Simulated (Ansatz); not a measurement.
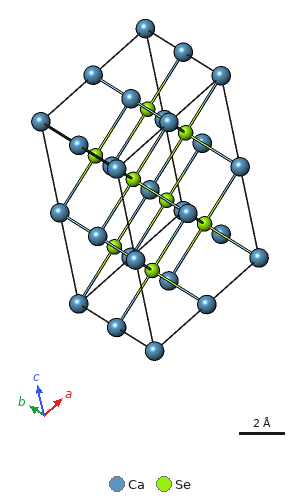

Starting frame of a dynamics run of a 16-atom cell of CaSe (set up in Fm-3m). A ball-and-stick model of the reduced simulation cell, seen slightly off an axis. Bonds to atoms that aren't drawn are left out. Lengths and directions refer to the drawn axes.

Computed with DFT PBE, scalar-relativistic, plane waves, PAW in Ansatz 0.2.0.

Input file:
```yaml
crystal:
  lattice:
    - [-6.1028400426, 0.0, 6.1028400426]
    - [-6.1028400426, -6.1028400426, 0.0]
    - [0.0, -6.1028400426, 6.1028400426]
  atoms:
    - { symbol: Ca, position: [0.0, 0.5, 0.0] }
    - { symbol: Ca, position: [0.0, 0.0, 0.0] }
    - { symbol: Ca, position: [0.0, 0.5, 0.5] }
    - { symbol: Ca, position: [0.0, 0.0, 0.5] }
    - { symbol: Ca, position: [0.5, 0.5, 0.0] }
    - { symbol: Ca, position: [0.5, 0.0, 0.0] }
    - { symbol: Ca, position: [0.5, 0.5, 0.5] }
    - { symbol: Ca, position: [0.5, 0.0, 0.5] }
    - { symbol: Se, position: [0.25, 0.75, 0.25] }
    - { symbol: Se, position: [0.25, 0.25, 0.25] }
    - { symbol: Se, position: [0.25, 0.75, 0.75] }
    - { symbol: Se, position: [0.25, 0.25, 0.75] }
    - { symbol: Se, position: [0.75, 0.75, 0.25] }
    - { symbol: Se, position: [0.75, 0.25, 0.25] }
    - { symbol: Se, position: [0.75, 0.75, 0.75] }
    - { symbol: Se, position: [0.75, 0.25, 0.75] }
basis:
  ecutwfc: 420
kpoints:
  mp_grid: { grid: [2, 2, 2], shift: [0.5, 0.5, 0.5] }
hamiltonian:
  xc: pbe
scf:
  occupations: { method: fermi_dirac, width: 0.2241 }
  lower_state_search: "off"
  convergence: { dr2_threshold: 1.0e-07 }
output:
  forces: true
  stress: true
md:
  timestep: 3.0
  n_steps: 20
  ensemble: nvt_langevin
  temperature: 2600.0
  initial_velocities: maxwell_boltzmann
  seed: 62932
  friction: 0.02
```

Command:
```bash
ansatz run input.yaml --threads 4 --pin off --max-ram 5120MiB --backend cpu --events-out ev --progress --plain --runs-dir out
```

Predict how the run goes.

Answer. The mean temperature in the second half is 2109 K (standard deviation 192 K). The potential energy is still drifting at the end, so the run hasn't reached equilibrium. The potential energy in the second half lies on average 284 meV per atom above the first frame. The mean pressure there is 2.6 GPa. In the second half of the run the atoms are, in the root-mean-square, this far from where they began (common drift taken out): Ca 0.47 Å, Se 0.26 Å. The run lasts only 60 fs, too short to tell vibration from diffusion.

Along the run:

| time (fs) | potential energy (meV/atom) | T (K) | p (GPa) |
| --- | --- | --- | --- |
| 0.0 | 0.0 | 2438 | -1.8 |
| 6.0 | 9.9 | 2566 | -1.6 |
| 12.0 | 37.9 | 2699 | -1.1 |
| 18.0 | 86.9 | 2547 | -0.5 |
| 24.0 | 137.1 | 2326 | 0.2 |
| 30.0 | 198.3 | 2392 | 1.3 |
| 36.0 | 254.7 | 2204 | 2.2 |
| 42.0 | 298.8 | 2096 | 2.8 |
| 48.0 | 315.0 | 2335 | 3.2 |
| 54.0 | 314.8 | 2055 | 3.1 |
| 60.0 | 299.4 | 1749 | 2.6 |

The paths of the atoms:

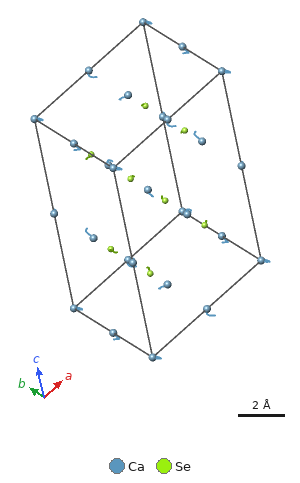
